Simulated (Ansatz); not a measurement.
**Run report: Ta8H, geometry relaxation (part 2 of 2)**

The same run, continued: Ta8H (slab, 9 atoms in the cell); DFT PBE+D3(BJ), scalar-relativistic, plane waves, PAW, no spin polarisation (Ansatz 0.2.0); cutoff 420 eV, 6×6×1 k-mesh, Gaussian smearing of 0.1 eV. The structure derives from an entry of the Crystallography Open Database. The input holds or restrains some coordinates. Forces given for the steps count only the free coordinates. It belongs to a series of runs on one base structure; here: H over the place (0/6, 2/6) of the surface cell, its height relaxed.

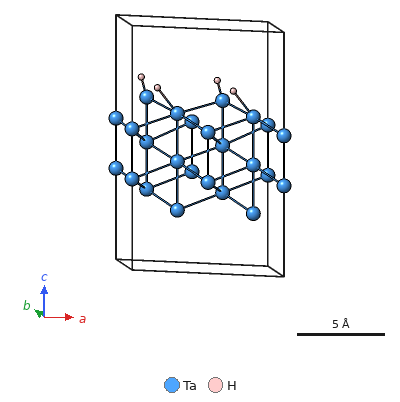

**Figure 1.** The geometry at step 3 of the log (ball-and-stick view of the 2 × 1 repeat of the cell, with the vacuum cut short, seen slightly off an axis).

```
SCF converged after 4 iterations
Free energy (F): -79470.928622 eV
Harris-Foulkes:  -79470.928622 eV  (|F-HF|=9.94e-9)
Internal energy: -79470.870833 eV  (E = F + TS)
E sigma→0 (E₀):  -79470.899727 eV
Entropy (-TS):   -0.057789 eV (-6.421 meV/atom)
Fermi energy:    3.141895 eV
Dipole field:    D = -0.029405 V/Å  (p = -0.077867 e·Å, saw-weighted, corrected)
Work function:   Φ+ = 4.1091 eV   Φ− = 3.3553 eV
Levels:          The Fermi level and band energies are counted from a zero that moves with the ramp; work functions are not
--- Per-component energies (eV) ---
  E_band       = -2457.542125
  E_kinetic    = 2935.244449
  E_local      = -118121.772566  (includes V_loc(G=0)·N_el)
  E_nonlocal   = 124.378985
  E_hartree    = 57572.747111
  E_xc         = -1750.158631
  E_vxc        = -1635.286605  (∫ρ·V_xc dr)
  E_paw        = -67173.733262  (= ΣΔE_a)
  E_vpaw       = -904.034641  (= ΣTr[D̂ρ^β])
  E_aug_tail   = 0.000060  (compensation charges beyond the density's cutoff)
  E_efield     = 0.001145  (sawtooth field / dipole correction)
  E_vefield    = -1.556415  (∫n·V_field dr)
  E_ewald      = 46946.040386
  E_disp       = -3.618511  (pairwise vdW)
  E_smearing   = -0.057789  (= −TS)
  E_closure    = 0.000000  (closes the sum)
  Σ components = -79470.928622   (vs F -79470.928622, Δ=0.00e0)
--- Forces (eV/Å), atoms counted from 1 ---
  atom   1  Ta     0.01528561     0.01009119     1.76864057
  atom   2  Ta     0.05120601    -0.01958067    -0.10116039
  atom   3  Ta    -0.00677508     0.09012572    -1.12754867
  atom   4  Ta     0.05978091    -0.01800621    -0.74982464
  atom   5  Ta    -0.05251752     0.09904159    -0.11694575
  atom   6  Ta    -0.14635970    -0.13903029    -0.34490384
  atom   7  Ta    -0.02063889    -0.96696480     0.88796265
  atom   8  Ta     0.14319725    -0.81426165    -0.19686433
  atom   9  H     -0.04318101     1.75857483    -0.01931030
  max |Σ_I F_I| component: 4.53e-5 eV/Å
--- Band table (eV; the first three rows and the last of 20) ---
  k-point 0: bands = ["-64.7271", "-64.3068", "-64.2366", "-64.2165", "-63.8883", "-63.8413", "-63.7934", "-63.6993", "-31.4301", "-31.2246", "-31.2170", "-31.2014", "-31.0435", "-31.0295", "-30.9514", "-30.9438", "-30.9311", "-30.9162", "-30.9116", "-30.6802", "-30.6034", "-30.5980", "-30.5934", "-30.5872", "-30.2679", "-30.2595", "-30.1529", "-30.1185", "-30.1139", "-30.0002", "-29.9696", "-29.9618", "-4.3792", "-3.0019", "-1.2119", "-0.4364", "-0.4239", "0.3197", "0.7643", "0.9078", "1.1783", "1.4267", "1.5400", "1.5563", "1.8244", "1.8374", "1.9096", "2.1717", "2.3522", "2.5143", "2.6059", "2.9143", "2.9338", "3.2005", "3.4033", "3.4931", "3.8835", "4.5255", "5.0938", "5.5155", "5.5284", "5.7250", "6.3712"]
  k-point 1: bands = ["-64.7266", "-64.3034", "-64.2361", "-64.2155", "-63.8899", "-63.8440", "-63.7897", "-63.7046", "-31.4388", "-31.2413", "-31.2385", "-31.2183", "-31.1363", "-31.0928", "-30.9614", "-30.9426", "-30.9232", "-30.8338", "-30.8256", "-30.6898", "-30.6040", "-30.5974", "-30.5531", "-30.4840", "-30.2792", "-30.2495", "-30.1757", "-30.1321", "-30.1127", "-30.0308", "-29.9817", "-29.9609", "-3.9794", "-2.7070", "-1.1957", "-0.3157", "-0.2099", "0.0843", "0.3712", "0.8546", "0.9324", "1.0845", "1.4371", "1.5771", "1.7520", "1.9841", "2.0387", "2.2027", "2.3798", "2.7466", "2.8032", "2.9995", "3.1005", "3.3293", "3.5154", "3.7793", "4.0806", "4.5102", "5.0974", "5.2882", "5.4061", "5.4636", "6.1924"]
  k-point 2: bands = ["-64.7258", "-64.2968", "-64.2353", "-64.2130", "-63.8930", "-63.8495", "-63.7803", "-63.7171", "-31.4591", "-31.2932", "-31.2875", "-31.2324", "-31.2174", "-31.0595", "-31.0058", "-30.9637", "-30.8934", "-30.8123", "-30.7477", "-30.6565", "-30.5791", "-30.5514", "-30.4854", "-30.3854", "-30.3122", "-30.2705", "-30.2274", "-30.1542", "-30.1144", "-30.0634", "-29.9677", "-29.9575", "-2.8959", "-1.9633", "-1.1977", "-0.4954", "-0.2673", "-0.0095", "0.3114", "0.4339", "0.6542", "1.3198", "1.4043", "1.5148", "1.7285", "1.9177", "2.0491", "2.1391", "2.2924", "2.6743", "2.9141", "3.0724", "3.2846", "3.4787", "3.6551", "3.9179", "4.2877", "4.5743", "4.8161", "4.9874", "5.2197", "5.4679", "5.6243"]
  k-point 19: bands = ["-64.7253", "-64.2935", "-64.2349", "-64.2116", "-63.8945", "-63.8524", "-63.7737", "-63.7252", "-31.4683", "-31.3258", "-31.3034", "-31.2644", "-31.2053", "-31.0615", "-30.9767", "-30.9415", "-30.8858", "-30.8534", "-30.7189", "-30.6535", "-30.5711", "-30.5645", "-30.4527", "-30.3889", "-30.2852", "-30.2571", "-30.2205", "-30.2040", "-30.1203", "-30.0582", "-29.9603", "-29.9517", "-1.9001", "-1.3988", "-1.2562", "-0.9671", "-0.7062", "-0.1260", "0.4328", "0.6208", "1.0774", "1.1308", "1.5115", "1.6689", "1.7678", "1.8624", "1.9493", "2.2160", "2.2374", "2.4336", "2.5172", "2.6817", "2.8201", "3.4391", "3.6753", "3.8915", "4.2769", "4.4936", "4.7866", "4.9632", "5.3637", "5.6587", "5.7984"]
--- Relaxed structure (5 steps of the walk, 5 accepted, 0 SCFs on fresh bases) ---
  F+E_penalty+E_count = -79470.92862193 eV   max|allowed force component| = 1.931e-2 eV/Å
  atoms:
    - { symbol: Ta, position: [0.6666666667, 0.3333333333, 0.33153941899999995] }
    - { symbol: Ta, position: [0.3333333333, 0.6666666667, 0.36852683149999993] }
    - { symbol: Ta, position: [0.0, 0.0, 0.40551424379999995] }
    - { symbol: Ta, position: [0.6666666667, 0.3333333333, 0.44250165619999987] }
    - { symbol: Ta, position: [0.3333333333, 0.6666666667, 0.4762660037999999] }
    - { symbol: Ta, position: [0.0, 0.0, 0.5198566659999999] }
    - { symbol: Ta, position: [0.6666666667, 0.3333333333, 0.5522688406999999] }
    - { symbol: Ta, position: [0.3333333333, 0.6666666667, 0.5789370639999999] }
    - { symbol: H, position: [0.33333333330000003, 1.0, 0.6141520540707522] }
```

### Trajectory as extended XYZ (Å, eV, eV/Å), 5 frames, from step=1 to step=5
```
9
Lattice="4.6456 0.0000 0.0000 -2.3228 4.0232 0.0000 0.0000 0.0000 25.6380" Properties=species:S:1:pos:R:3:forces:R:3 step=1 energy=-79470.72737
Ta    2.3228    1.3411    8.5000    0.0306  -0.0193   1.7930
Ta    0.0000    2.6821    9.4483    0.0122  -0.0173  -0.1082
Ta    0.0000    0.0000   10.3966   -0.0091   0.1128  -1.1796
Ta    2.3228    1.3411   11.3448    0.0727  -0.0166  -0.7620
Ta    0.0000    2.6821   12.2105   -0.0305   0.0684  -0.1369
Ta    0.0000    0.0000   13.3281   -0.0917  -0.2207  -0.3227
Ta    2.3228    1.3411   14.1591   -0.0929  -0.8832   0.9916
Ta    0.0000    2.6821   14.8428   -0.5243   0.5499   0.6708
H    -0.7743    4.0232   16.1428    0.6328   0.4259  -0.9463
9
Lattice="4.6456 0.0000 0.0000 -2.3228 4.0232 0.0000 0.0000 0.0000 25.6380" Properties=species:S:1:pos:R:3:forces:R:3 step=2 energy=-79470.87292
Ta    2.3228    1.3411    8.5000    0.0278  -0.0059   1.7782
Ta    0.0000    2.6821    9.4483    0.0293  -0.0185  -0.1037
Ta    0.0000    0.0000   10.3966   -0.0076   0.1060  -1.1553
Ta    2.3228    1.3411   11.3448    0.0669  -0.0199  -0.7586
Ta    0.0000    2.6821   12.2105   -0.0437   0.0869  -0.1324
Ta    0.0000    0.0000   13.3281   -0.1189  -0.1960  -0.3345
Ta    2.3228    1.3411   14.1591   -0.0753  -0.9595   1.0025
Ta    0.0000    2.6821   14.8428   -0.2785   0.0235   0.2345
H    -0.7743    4.0232   15.9478    0.4000   0.9832  -0.5288
9
Lattice="4.6456 0.0000 0.0000 -2.3228 4.0232 0.0000 0.0000 0.0000 25.6380" Properties=species:S:1:pos:R:3:forces:R:3 step=3 energy=-79470.92204
Ta    2.3228    1.3411    8.5000    0.0199   0.0051   1.7709
Ta    0.0000    2.6821    9.4483    0.0444  -0.0195  -0.1021
Ta    0.0000    0.0000   10.3966   -0.0069   0.0961  -1.1363
Ta    2.3228    1.3411   11.3448    0.0616  -0.0182  -0.7536
Ta    0.0000    2.6821   12.2105   -0.0502   0.0955  -0.1244
Ta    0.0000    0.0000   13.3281   -0.1375  -0.1612  -0.3426
Ta    2.3228    1.3411   14.1591   -0.0442  -0.9757   0.9416
Ta    0.0000    2.6821   14.8428   -0.0090  -0.5155  -0.0688
H    -0.7743    4.0232   15.8103    0.1219   1.4935  -0.1845
9
Lattice="4.6456 0.0000 0.0000 -2.3228 4.0232 0.0000 0.0000 0.0000 25.6380" Properties=species:S:1:pos:R:3:forces:R:3 step=4 energy=-79470.92862
Ta    2.3228    1.3411    8.5000    0.0154   0.0101   1.7686
Ta    0.0000    2.6821    9.4483    0.0511  -0.0195  -0.1012
Ta    0.0000    0.0000   10.3966   -0.0068   0.0902  -1.1275
Ta    2.3228    1.3411   11.3448    0.0600  -0.0183  -0.7496
Ta    0.0000    2.6821   12.2105   -0.0527   0.0995  -0.1164
Ta    0.0000    0.0000   13.3281   -0.1466  -0.1390  -0.3446
Ta    2.3228    1.3411   14.1591   -0.0198  -0.9676   0.8878
Ta    0.0000    2.6821   14.8428    0.1428  -0.8139  -0.1970
H    -0.7743    4.0232   15.7456   -0.0433   1.7585  -0.0198
9
Lattice="4.6456 0.0000 0.0000 -2.3228 4.0232 0.0000 0.0000 0.0000 25.6380" Properties=species:S:1:pos:R:3:forces:R:3 step=5 energy=-79470.92862
Ta    2.3228    1.3411    8.5000    0.0153   0.0101   1.7686
Ta    0.0000    2.6821    9.4483    0.0512  -0.0196  -0.1012
Ta    0.0000    0.0000   10.3966   -0.0068   0.0901  -1.1275
Ta    2.3228    1.3411   11.3448    0.0598  -0.0180  -0.7498
Ta    0.0000    2.6821   12.2105   -0.0525   0.0990  -0.1169
Ta    0.0000    0.0000   13.3281   -0.1464  -0.1390  -0.3449
Ta    2.3228    1.3411   14.1591   -0.0206  -0.9670   0.8880
Ta    0.0000    2.6821   14.8428    0.1432  -0.8143  -0.1969
H    -0.7743    4.0232   15.7456   -0.0432   1.7586  -0.0193
```

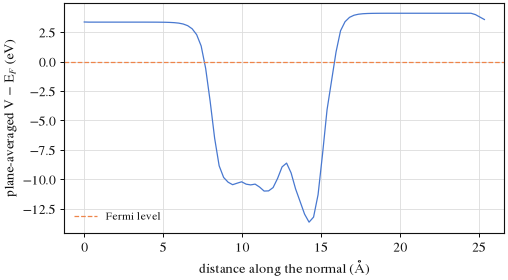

**Figure 2.** Plane average of the electrostatic potential energy of an electron across the cell, from the Fermi level. The vacuum level lies 4.11 eV above the Fermi level on the upper side and 3.36 eV on the lower.

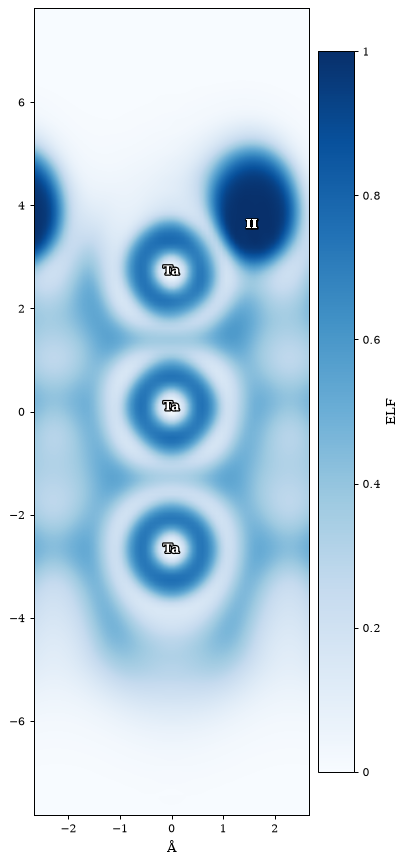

**Figure 3.** Electron localisation function on the (100) plane of the calculation cell, a cut from vacuum to vacuum. The section cuts through Ta and H sites. Ta–H (1.79 Å): the ELF climbs to about 1 towards the hydrogen, as it does in any bond to H. Ta–Ta (2.63 Å): the ELF is about 0.35 at the midpoint (no shared electron pair). Ta–Ta (2.76 Å): the ELF is about 0.35 at the midpoint (no shared electron pair). The strong features right at Ta lie inside the PAW spheres (semicore, d or f shells) and say nothing about bonding. In a PAW calculation such maps are meaningful between the atoms, not at the nuclei.

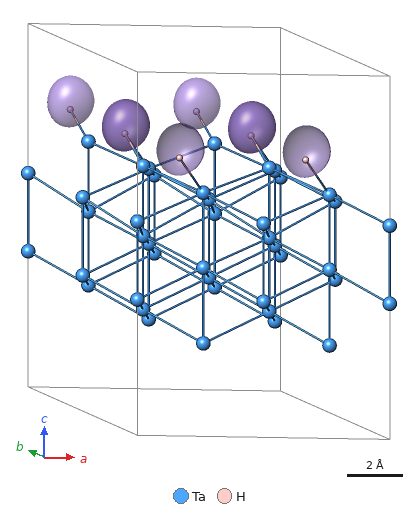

**Figure 4.** Isosurface of the ELF at 0.75 (purple), seen slightly off an axis. Only the valence region is drawn (cores and ρ < 0.01 e/Å³ removed). Sticks mark near contacts. Along the contacts the grid gives the following. Ta–H (1.79 Å): the ELF climbs to about 1 towards the hydrogen. Ta–Ta (2.63 Å): the ELF is about 0.35 at the midpoint; no localised pair between them.

The run was set up as follows.

### Input file
```yaml
crystal:
  lattice:
    - [4.6456161668, 0.0, 0.0]
    - [-2.3228080834, 4.0232216167, 0.0]
    - [0.0, 0.0, 25.6379770039]
  atoms:
    - { symbol: Ta, position: [0.6666666667, 0.3333333333, 0.331539419] }
    - { symbol: Ta, position: [0.3333333333, 0.6666666667, 0.3685268315] }
    - { symbol: Ta, position: [0.0, 0.0, 0.4055142438] }
    - { symbol: Ta, position: [0.6666666667, 0.3333333333, 0.4425016562] }
    - { symbol: Ta, position: [0.3333333333, 0.6666666667, 0.4762660038] }
    - { symbol: Ta, position: [0.0, 0.0, 0.519856666] }
    - { symbol: Ta, position: [0.6666666667, 0.3333333333, 0.5522688407] }
    - { symbol: Ta, position: [0.3333333333, 0.6666666667, 0.578937064] }
    - { symbol: H, position: [0.3333333333, 1.0, 0.6296430928] }
basis:
  ecutwfc: 420
kpoints:
  mp_grid: { grid: [6, 6, 1] }
hamiltonian:
  xc: pbe
  dispersion: d3bj
scf:
  occupations: { method: gaussian, width: 0.1 }
output:
  forces: true
  eigenvalues: true
  write_density: true
  write_potential: true
  elf: true
  volumetric_format: npy
relax:
  adjacent_minimum: "off"
  f_tol: 0.02
  max_steps: 25
  constraints: [{ sites: [0, 1, 2, 3, 4, 5, 6, 7] }, { site: 8, fix: xy }]
efield:
  axis: 3
  dipole_correction: true
  ramp_width: 0.04
```

Command:
```bash
ansatz run input.yaml --threads 2 --pin off --max-ram 5120MiB --backend cpu --events-out ev --progress --plain --runs-dir out
```

### Summary

| quantity | value |
| --- | --- |
| outcome | converged under the restraints of the input |
| electrons treated | 105 |
| free energy | −79470.9286 eV |
| work function, top face | 4.11 eV |
| work function, bottom face | 3.36 eV |
| Fermi energy | 3.142 eV |
| gap on the k-point mesh | none (metallic) |
| final volume | 479.18 Å³ |
| work function (upper face) | 4.11 eV |
| largest force (length of the vector) at the end, held atoms and coordinates included | 1.769 eV/Å |
| hardware | 2 threads of Intel Xeon @ 2.50GHz (Skylake/Cascade Lake), 96 GiB of memory available, shared host |
| wall time | 2.8 min (CPU time 5.6 min) |
| peak memory | 1 GiB |

### Notes

Spin–orbit coupling is left out, which matters for Ta.
